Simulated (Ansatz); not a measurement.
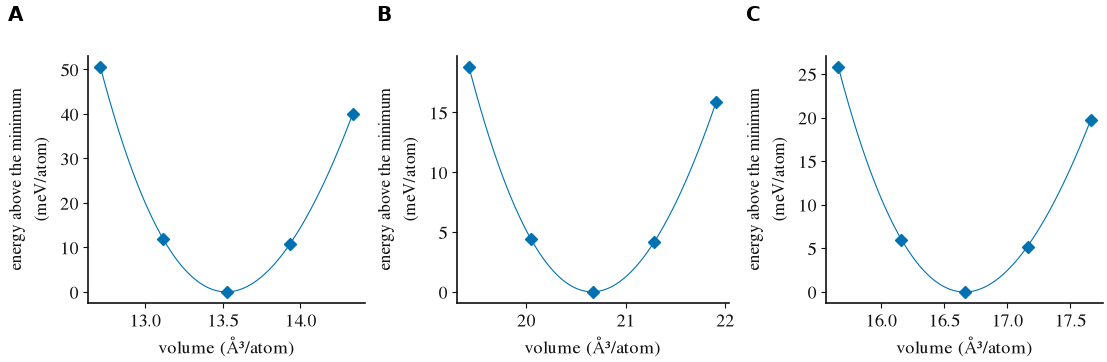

Each panel shows the energy above the minimum against volume for one of these solids: Ag, Fm-3m (No. 225); Rh, P6_3/mmc (No. 194); Sc₂Al, P6_3/mmc (No. 194).

How it was computed, with Ansatz 0.2.0: third-order Birch-Murnaghan fit to density functional energies at scaled volumes of the given relaxed cell, shape and atoms relaxed at each volume; energies count from the fitted minimum; plane waves with PAW datasets, Γ-centred k mesh. Level: PBEsol, no spin polarisation.

Match the panels to the solids.

A is Rh (energy above the minimum from 0.0 meV/atom to 50.5 meV/atom, V0 13.52 Å³/atom, B0 295 GPa); B is Sc₂Al (energy above the minimum from 0.0 meV/atom to 18.8 meV/atom, V0 20.66 Å³/atom, B0 74.1 GPa); C is Ag (energy above the minimum from 0.0 meV/atom to 25.8 meV/atom, V0 16.66 Å³/atom, B0 120 GPa).
